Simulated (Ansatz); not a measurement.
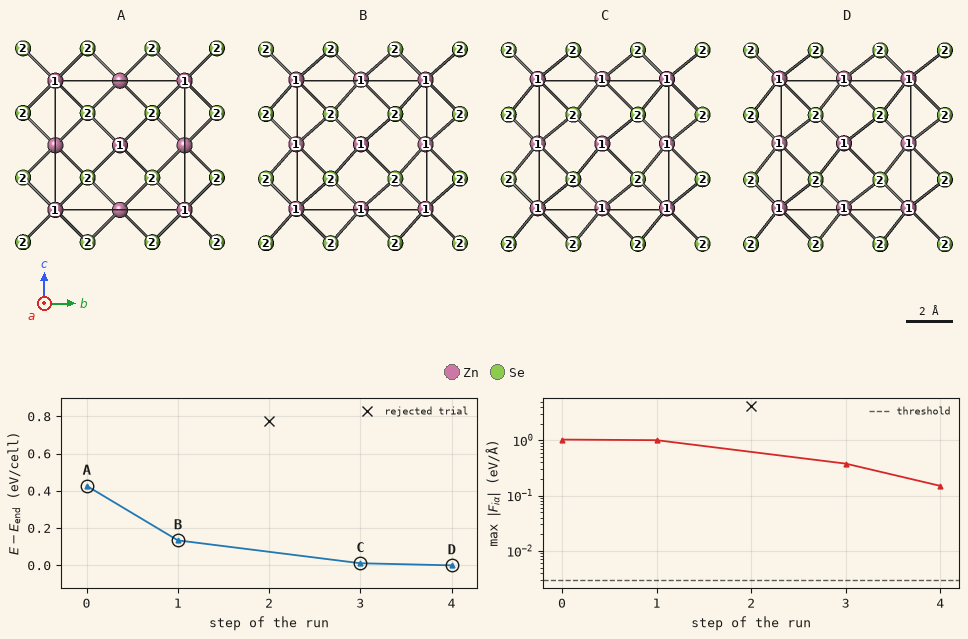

Frames of a relaxation of a crystal of ZnSe (set up in F-43m) (coarse preliminary run), marked on the history of the run. A ball-and-stick model of the conventional cell (4 times the calculation's cell), seen along the a axis. Lengths and directions refer to the drawn axes.

Case: as before, with the keys of group ecut set back to the reference's.

The calculation used DFT r2SCAN, scalar-relativistic, plane waves, PAW (Ansatz 0.2.0).

Input file:
```yaml
crystal:
  lattice:
    - [0.0, 2.8324425407, 2.8324425407]
    - [2.8324425407, 0.0, 2.8324425407]
    - [2.8324425407, 2.8324425407, 0.0]
  atoms:
    - { symbol: Zn, position: [0.0, 0.0, 0.0] }
    - { symbol: Se, position: [0.75, 0.75, 0.75] }
basis:
  ecutwfc: 500
  ecutrho_ratio: 1
kpoints:
  mp_grid: { grid: [3, 1, 1] }
hamiltonian:
  xc: r2scan
scf:
  occupations: { method: tetrahedron_uncorrected }
  mixing: { algorithm: msr1 }
  initial_density: { chi_scale: 0, normalization: atom }
  max_iter: 59
output:
  forces: true
  stress: true
  eigenvalues: true
relax:
  adjacent_minimum: "off"
  f_tol: 0.003
  max_steps: 5
```

Run as
```bash
ansatz run input.yaml --threads 1 --pin off --max-ram 1331MiB --backend cpu --events-out ev --progress --plain --runs-dir out
```

Question: What happens along the run?

Answer: The relaxation stopped without meeting its thresholds, so the last structure isn't shown to be converged. It used up its limit of 5 steps. The largest moves, 0.15 Å, are those of Zn1 and Se2. Se2 goes along [1 1 −1]. By element the largest moves are Se 0.15 Å, Zn 0.15 Å. The cell stays as it was. Near-neighbour distances that change, for instance: Zn1–Se2 2.453 → 2.150 Å, Zn1–Se2 (another image) 2.453 → 2.570 Å. Among the angles between lasting bonds that change: Se2–Zn1–Se2 109.5° → 102.4°, Zn1–Se2–Zn1 109.5° → 102.4°, Zn1–Se2–Zn1 109.5° → 115.9°. The space group (tolerance 0.01 Å) goes from F-43m (No. 216) to R3m (No. 160). The energy falls by 0.427 eV per cell of the calculation in 3 accepted moves (4 points after the start). The largest force component goes from 1 to 0.15 eV/Å. The line search rejected the trial step at point 2 of the run. The run took of the order of 11 core-seconds on a shared host. From step 0 to 1: Zn and Se atoms move most (0.08 Å), energy −0.293 eV per cell of the calculation. From step 1 to 3: Zn and Se atoms move most (0.05 Å), energy −0.123 eV per cell of the calculation. From step 3 to 4: Zn and Se atoms move most (0.03 Å), energy −11.3 meV per cell of the calculation.

Limits of the set-up: the cutoff lies below the recommended one.
